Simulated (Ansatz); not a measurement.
## Single-point calculation of Si

- system: Si (2 atoms in the cell)
- method: DFT LDA, scalar-relativistic, plane waves, PAW, no spin polarisation (Ansatz 0.2.0)

The structure derives from a Materials Project entry. It belongs to a series of runs on one base structure; here: mode 4 (76.0 1/cm) frozen in, largest displacement +0.075 A.

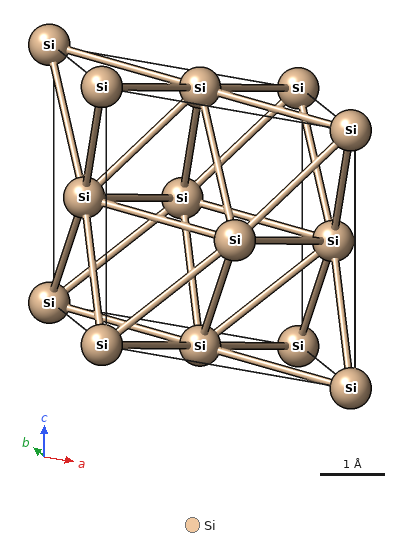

Fig. 1: The structure (ball-and-stick view of the cell 2 times as large as that of the calculation, set on its symmetry axes, seen slightly off an axis). An atom can appear more than once, as a periodic image.

### Input file
```yaml
crystal:
  lattice:
    - [-1.6356629409, -1.6356629409, 1.3048122898]
    - [-1.6356629409, 1.6356629409, 1.3048122898]
    - [-3.2713258818, 0.0, -2.6096245796]
  atoms:
    - { symbol: Si, position: [0.5172868261, 0.5172868261, 0.5022524743] }
    - { symbol: Si, position: [-0.0172868261, -0.0172868261, -0.0022524743] }
basis:
  ecutwfc: 420
kpoints:
  mp_grid: { grid: [24, 24, 14] }
hamiltonian:
  xc: lda
scf:
  occupations: { method: gaussian, width: 0.15 }
output:
  forces: true
  stress: true
  eigenvalues: true
  write_density: true
  write_potential: true
  elf: true
  volumetric_format: npy
```

Machine: 2 threads of Arm Neoverse V2, 24 GiB of memory available, shared host.

Command:
```bash
ansatz run input.yaml --threads 2 --pin off --max-ram 5120MiB --backend cpu --events-out ev --progress --plain --runs-dir out
```

### What the program printed
```
Engine: ansatz 0.2.0, aarch64-unknown-linux-gnu
Pseudopotentials: kind: paw
Pseudopotential: Si, paw, valence charge 4, recommended cutoff 420 eV (normal), Si.paw.azcp
Functional definition: SPW92
  exchange = slater_x
  correlation = pw_c
Crystal: 2 atoms, lattice volume = 27.927 Å³
Basis set: ecut = 420 eV, 543 PW (Γ)
Bands: 8, of which v1, the nominal top of the filled ones, is band 4 counted from 1 (3 counted from 0)
Symmetry: 4 space group operations
Space group: C2/m (ITA 12), of the structure as read, at distance tolerance 3.0e-5 Å
k-points: 2114 of 8064
Non-local potential: Si, projectors of the file, l = 0: 2, l = 1: 2, l = 2: 2
PAW form: soft (Blöchl's): semilocal exchange-correlation on the pseudo side does not see the compensation charge
PAW frozen core: Si, regenerated for the run's functional, and the local potential with it (the file was generated under x = pbe(κ = 0.804, μ = 0.2195149727645171), c = pbe(β = 0.06672455060314922))
PAW one-centre angular grid: Si, 110 points (default); XC on 64 Gauss nodes
Initial density: superposition of atomic densities (neutral atoms: chi_scale 0, normalization atom), corrected by the library's trained network
Initial wavefunctions: pseudopotential atomic-orbital guess
Functional: x = slater, c = lda
SCF iter   1: F=—  HF=-1216.511071 eV  |F-HF|=—  |Δ(HF+E_count)|=         —  Δρ=4.00e-3  dr2=3.40e-3  ethr=1.77e-3  ⟨swp⟩=5.0  Hψ=126875  notcnv=0
preconditioner: auto → none  [metal: Δε(μ)=0.004 eV  Ē_g=10.302 eV  σ=0.150 eV  W_gap=0.01  n_scr=2 (ndim 8)  ℏωp=19.9 eV  f_vac=0.000  D(μ)=0.80/eV (n_scr^D=2)  sad-step TF]
SCF iter   2: F=—  HF=-1216.510058 eV  |F-HF|=—  |Δ(HF+E_count)|=   1.01e-3  Δρ=2.35e-3  dr2=1.24e-3  ethr=4.25e-5  ⟨swp⟩=1.0  Hψ=33844  notcnv=0
SCF iter   3: F=—  HF=-1216.509518 eV  |F-HF|=—  |Δ(HF+E_count)|=   5.40e-4  Δρ=9.68e-5  dr2=3.43e-6  ethr=1.55e-5  ⟨swp⟩=2.0  Hψ=24914  notcnv=0
SCF iter   4: F=—  HF=-1216.509519 eV  |F-HF|=—  |Δ(HF+E_count)|=   3.23e-7  Δρ=7.79e-5  dr2=5.88e-6  ethr=4.29e-8  ⟨swp⟩=2.4  Hψ=24583  notcnv=0
iter 5 did not close the SCF: its close was put off for the readings that it lacked (scf_convergence_deferred on its scf_iter line)
SCF iter   5: F=-1216.509517 eV  HF=-1216.509517 eV  |F-HF|=2.70e-8  |Δ(HF+E_count)|=   1.80e-6  Δρ=8.88e-6  dr2=3.83e-8  ethr=4.29e-8  ⟨swp⟩=2.0  Hψ=22115  notcnv=0
SCF iter   6: F=-1216.509517 eV  HF=-1216.509517 eV  |F-HF|=4.12e-11  |Δ(HF+E_count)|=   1.18e-8  Δρ=1.41e-6  dr2=4.17e-10  ethr=4.79e-10  ⟨swp⟩=5.9  Hψ=90836  notcnv=0
SCF 1 converged in 6 iterations: F = -1216.509517 eV  dr2 = 4.17e-10
  greatest PAW one-centre occupation: 0.677 electrons in one spin orbital (limit 2), on the Si atom at site 1 (counted from 0), in its partial waves of l = 0
SCF converged after 6 iterations
Free energy (F): -1216.509517 eV
Harris-Foulkes:  -1216.509517 eV  (|F-HF|=4.12e-11)
Internal energy: -1216.500510 eV  (E = F + TS)
E sigma→0 (E₀):  -1216.505013 eV
Entropy (-TS):   -0.009007 eV (-4.503 meV/atom)
Fermi energy:    10.937601 eV
--- Per-component energies (eV) ---
  E_band       = 41.153428
  E_kinetic    = 84.386736
  E_local      = 3.915129  (includes V_loc(G=0)·N_el)
  E_nonlocal   = 53.004010
  E_hartree    = 1.121163
  E_xc         = -112.269467
  E_vxc        = -97.645743  (∫ρ·V_xc dr)
  E_paw        = -971.183127  (= ΣΔE_a)
  E_vpaw       = -4.749068  (= ΣTr[D̂ρ^β])
  E_aug_tail   = 0.000013  (compensation charges beyond the density's cutoff)
  E_ewald      = -275.643628
  E_core_change = 0.168661  (= ΣΔE_core)
  E_smearing   = -0.009007  (= −TS)
  E_closure    = -0.000000  (closes the sum)
  Σ components = -1216.509517   (vs F -1216.509517, Δ=0.00e0)
--- Forces (eV/Å), atoms counted from 1 ---
  atom   1  Si     0.03263059     0.00000000    -0.03223801
  atom   2  Si    -0.03263059     0.00000000     0.03223801
  max |Σ_I F_I| component: 0.00e0 eV/Å
--- Stress (GPa, compression-positive) ---
       -0.214541       0.000000       0.194756
        0.000000       0.046567       0.000000
        0.194756       0.000000       0.559526
  P = ⅓ Tr σ = 0.1305 GPa (1.305 kbar)
--- Band table (eV; the first three rows and the last of 2114) ---
  k-point 0: bands = ["-3.7535", "4.5665", "4.9824", "15.6890", "17.2020", "17.3780", "20.0559", "20.3441"]
  k-point 1: bands = ["-3.7091", "3.6044", "6.0215", "15.6858", "17.2849", "17.3899", "19.7422", "20.0958"]
  k-point 2: bands = ["-3.5759", "2.5401", "7.3163", "15.6880", "17.4280", "17.5212", "19.0278", "20.1224"]
  k-point 2113: bands = ["4.9156", "4.9271", "8.4302", "8.9772", "10.3299", "10.5140", "12.5736", "12.6367"]
```

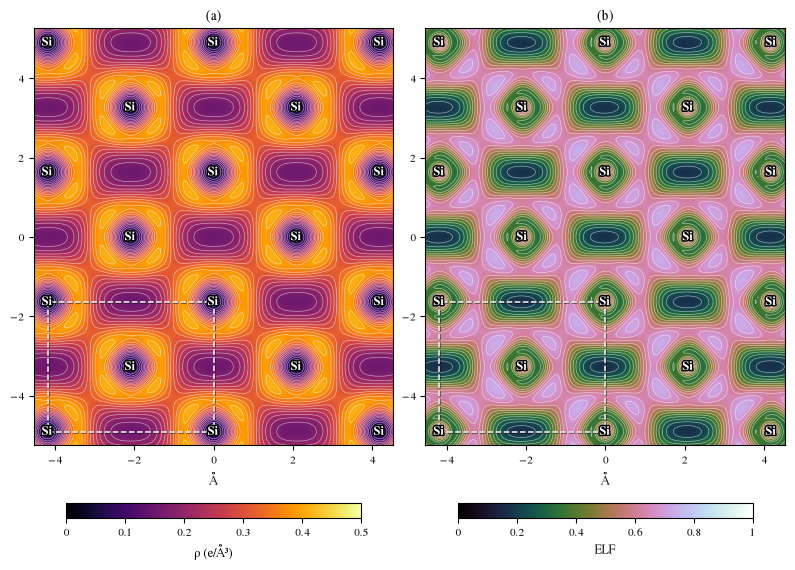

Fig. 2: (a) valence charge density (pseudo); (b) ELF on the (001) plane of the conventional cell. The section cuts through Si sites. Away from the nuclei the density in this plane falls to 0.15 e/Å³ at its lowest. The fields are those of the smooth PAW valence density.

### Summary

```csv
quantity,value
outcome,converged
space group (tolerance 0.01 Å),C2/m (12)
electrons treated,8
free energy,−1216.5095 eV
Fermi energy,10.938 eV
gap on the k-point mesh,none (metallic)
pressure,0.13 GPa
largest force (length of the vector),0.046 eV/Å
wall time,16 s (CPU time 31 s)
peak memory,0.76 GiB
```
